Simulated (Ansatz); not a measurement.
MnS: several calculations on one system

## 1. Vibrations

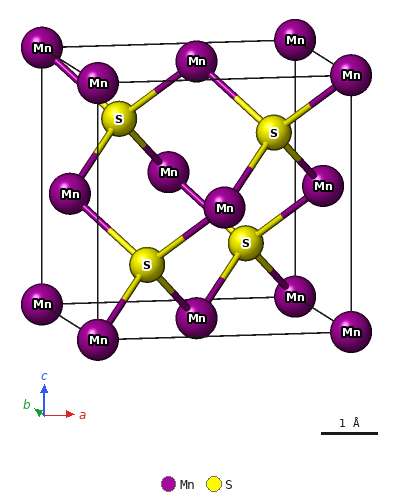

Phonons of a crystal of MnS relaxed at 25 GPa, at the zone centre. Style: ball-and-stick. Shown: the conventional cell (4 times the calculation's cell), slightly off an axis. Lengths and directions refer to the drawn axes.

These are results of Ansatz, DFT PBEsol, scalar-relativistic, plane waves, PAW, not measurements.

The input:
```yaml
crystal:
  lattice:
    - [0.0, 2.3560630952, 2.3560630952]
    - [2.3560630952, 0.0, 2.3560630952]
    - [2.3560630952, 2.3560630952, 0.0]
  atoms:
    - { symbol: Mn, position: [0.0, 0.0, 0.0] }
    - { symbol: S, position: [0.75, 0.75, 0.75] }
basis:
  ecutwfc: 420
kpoints:
  mp_grid: { grid: [16, 16, 16] }
hamiltonian:
  xc: pbesol
scf:
  occupations: { method: gaussian, width: 0.2 }
output:
  eigenvalues: true
phonons:
  method: dfpt
  eigenvectors: true
```

Launched with:
```bash
ansatz run input.yaml --threads 1 --pin off --max-ram 3072MiB --backend cpu --events-out ev --progress --plain --runs-dir out
```

The frequencies depend somewhat on the k-mesh and the smearing.

List the optical modes.

The calculation's cell holds 2 atoms, so there are 3 optical modes, in 1 level. The optical modes span T₂. No level is unstable.

| level | symmetry | frequency (cm⁻¹) | activity |
| --- | --- | --- | --- |
| 1 | T₂ | 537 | infrared- and Raman-active |

The crystal is a metal, so free carriers screen the infrared response.

The displacement patterns (one member of each degenerate set):

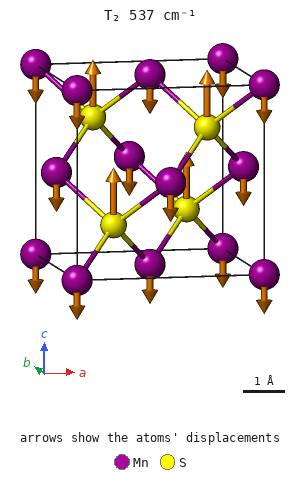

Limits of the set-up: an element that often carries a moment was run without spin polarisation.

## 2. One mode

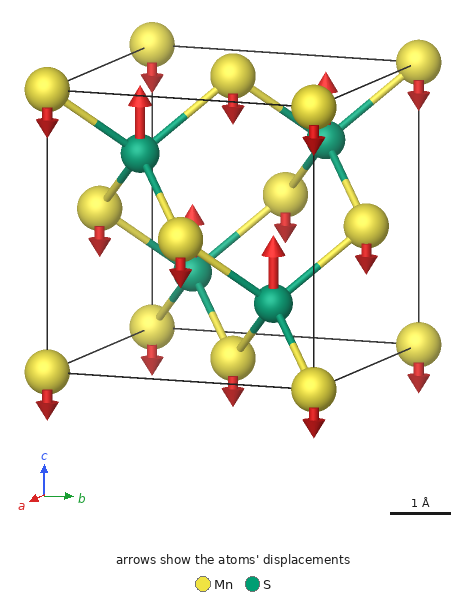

One vibrational mode of a crystal of MnS relaxed at 8 GPa at the zone centre. The red arrows are the displacements of the atoms (eigenvector over the root of the mass), of arbitrary overall length and sign. Style: ball-and-stick. Shown: the conventional cell (4 times the calculation's cell), slightly off an axis. Lengths and directions refer to the drawn axes.

These are results of Ansatz 0.2.0, DFT PBEsol, scalar-relativistic, plane waves, PAW, not measurements. (plane-wave cutoff 420 eV; k-point mesh 16 × 16 × 16; occupations gaussian; smearing width 0.2 eV; target pressure 8 GPa; no spin polarisation)

The frequencies depend somewhat on the k-mesh and the smearing.

### Give the symmetry, activity and frequency of this mode.

This is the T₂ mode (triply degenerate; one member of the set is drawn) at 482 cm⁻¹, the only optical level, infrared- and Raman-active by symmetry. The S sublattice moves against the Mn sublattice, along c; the kinetic energy is shared as S 63 %, Mn 37 %. The crystal is a metal, so free carriers screen the infrared response.

Limits of the set-up: an element that often carries a moment was run without spin polarisation.

## 3. One mode

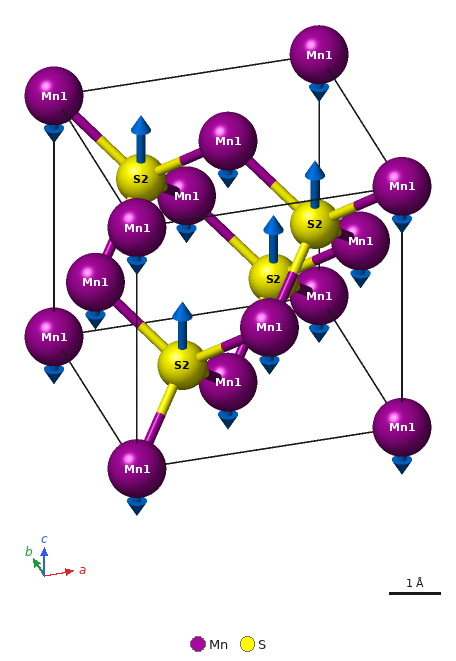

One vibrational mode of a crystal of MnS at 1.02 times its rest volume at the zone centre. The blue arrows are the displacements of the atoms (eigenvector over the root of the mass), of arbitrary overall length and sign. The picture is a ball-and-stick view of the conventional cell (4 times the calculation's cell), seen from a free direction. Lengths and directions refer to the drawn axes.

All numbers below come from DFT PBEsol, scalar-relativistic, plane waves, PAW in Ansatz 0.2.0.

The input:
```yaml
crystal:
  lattice:
    - [0.0, 2.7475015641, 2.7475015641]
    - [2.7475015641, 0.0, 2.7475015641]
    - [2.7475015641, 2.7475015641, 0.0]
  atoms:
    - { symbol: Mn, position: [0.0, 0.0, 0.0], spin: 4.34 }
    - { symbol: S, position: [0.75, 0.75, 0.75] }
basis:
  ecutwfc: 420
kpoints:
  mp_grid: { grid: [14, 14, 14] }
hamiltonian:
  xc: pbesol
scf:
  occupations: { method: gaussian, width: 0.2 }
output:
  eigenvalues: true
  populations: true
magnetization:
  spin_polarized: true
phonons:
  method: dfpt
  eigenvectors: true
```

Run as
```bash
ansatz run input.yaml --threads 1 --pin off --max-ram 3072MiB --backend cpu --events-out ev --progress --plain --runs-dir out
```

The frequencies depend somewhat on the k-mesh and the smearing.

Describe the mode and give its frequency.

Answer. This is the T₂ mode (triply degenerate; one member of the set is drawn) at 282 cm⁻¹, the only optical level, infrared- and Raman-active by symmetry. The S sublattice moves against the Mn sublattice, along c; the kinetic energy is shared as S 63 %, Mn 37 %. The crystal is a metal, so free carriers screen the infrared response.

## 4. Softest mode

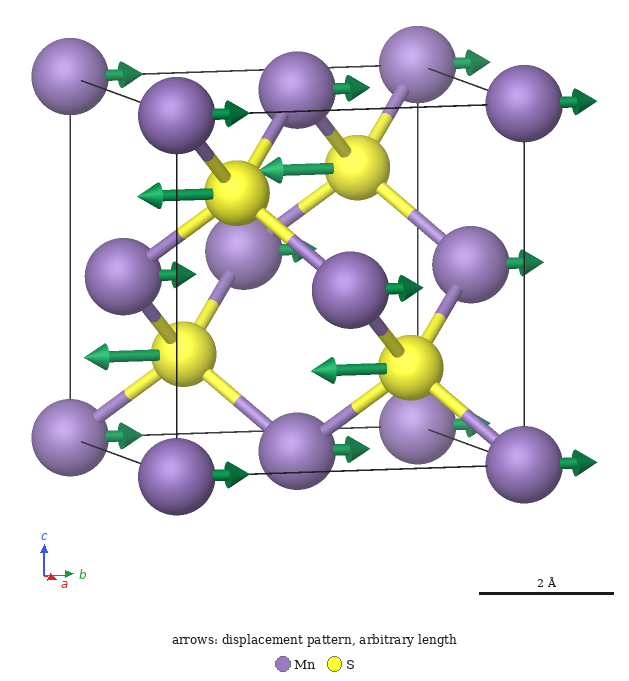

The lowest optical mode of a crystal of MnS, space group F-43m (No. 216), at the zone centre. The green arrows are the displacements of the atoms (eigenvector over the root of the mass), of arbitrary overall length and sign. A ball-and-stick model of the conventional cell (4 times the calculation's cell), seen slightly off an axis. Lengths and directions refer to the drawn axes.

All numbers below come from DFT PBEsol, scalar-relativistic, plane waves, PAW (Ansatz 0.2.0). Set-up: plane-wave cutoff 420 eV; k-point mesh 14 × 14 × 14; occupations gaussian; smearing width 0.2 eV; collinear spin.

The frequencies depend somewhat on the k-mesh and the smearing.

Question: Is the structure stable against all modes at this point?

Answer: Yes: this softest mode has a real frequency, and so have all others here. That speaks for this wave vector alone: the rest of the zone wasn't checked in this run. This is the T₂ mode (triply degenerate; one member of the set is drawn) at 290 cm⁻¹, the only optical level, infrared- and Raman-active by symmetry. The S sublattice moves against the Mn sublattice, along b; the kinetic energy is shared as S 63 %, Mn 37 %. The crystal is a metal, so free carriers screen the infrared response.

## 5. Softest mode

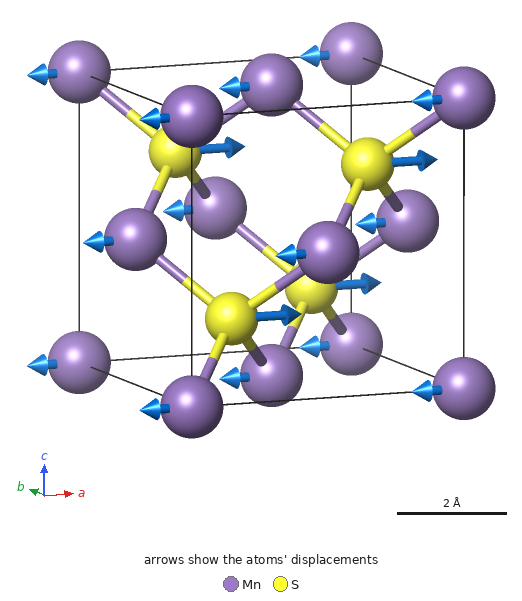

The lowest optical mode of crystalline MnS at 0.98 times its rest volume, space group F-43m (No. 216), at the zone centre. Displacements are drawn as blue arrows; their common scale and sign are arbitrary. The picture is a ball-and-stick view of the conventional cell (4 times the calculation's cell), seen slightly off an axis. Lengths and directions refer to the drawn axes.

These are results of DFT PBEsol, scalar-relativistic, plane waves, PAW in Ansatz 0.2.0, not measurements. (plane-wave cutoff 420 eV; k-point mesh 14 × 14 × 14; occupations gaussian; smearing width 0.2 eV; collinear spin)

The frequencies depend somewhat on the k-mesh and the smearing.

### Is the structure stable against all modes at this point?

Yes: this softest mode has a real frequency, and so have all others here. That speaks for this wave vector alone: the rest of the zone wasn't checked in this run. This is the T₂ mode (triply degenerate; one member of the set is drawn) at 298 cm⁻¹, the only optical level, infrared- and Raman-active by symmetry. The S sublattice moves against the Mn sublattice, along a; the kinetic energy is shared as S 63 %, Mn 37 %. The crystal is a metal, so free carriers screen the infrared response.
